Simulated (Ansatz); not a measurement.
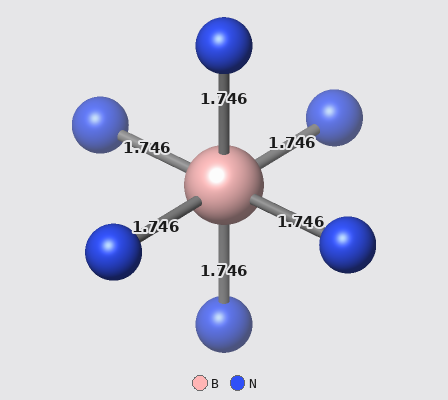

The surroundings of site B1 (at 0.000, 0.000, 0.000) in BN (Fm-3m, No. 225), with bond lengths in Å.

Origin of the cell: the input geometry of an electronic-structure calculation (not necessarily at equilibrium); the starting structure was generated, so it need not be a known form of this composition.

```
CELL_PARAMETERS angstrom
3.49165 0.00000 0.00000
0.00000 3.49165 0.00000
0.00000 0.00000 3.49165
ATOMIC_POSITIONS crystal
B 0.00000 0.00000 0.00000
N 0.50000 0.00000 0.00000
B 0.00000 0.50000 0.50000
N 0.50000 0.50000 0.50000
B 0.50000 0.00000 0.50000
N 0.00000 0.00000 0.50000
B 0.50000 0.50000 0.00000
N 0.00000 0.50000 0.00000
```

Bond valence s = exp((R0 − d)/b), R0 fitted to published crystal structures with b = 0.37 Å; R0 in Å: B3+–N 1.483.

### Calculate the bond-valence sum of B1 from the bonds drawn.

6 × 0.491 = 2.95 v.u., against a formal valence of 3: a close match.

### And over the whole structure?

```json
{"site": "B1", "x, y, z": "0.000, 0.000, 0.000", "formal valence": "+3", "bond-valence sum": "3.11", "difference": "0.11"}
{"site": "N1", "x, y, z": "0.500, 0.000, 0.000", "formal valence": "−3", "bond-valence sum": "3.11", "difference": "0.11"}
```

These sums include all anions within 5 Å. The global instability index (root mean square of the differences over all atoms) is 0.11 v.u.: moderate strain, common in real structures. The cell was not relaxed for this table, and a volume that is off by a few per cent shifts all sums together.
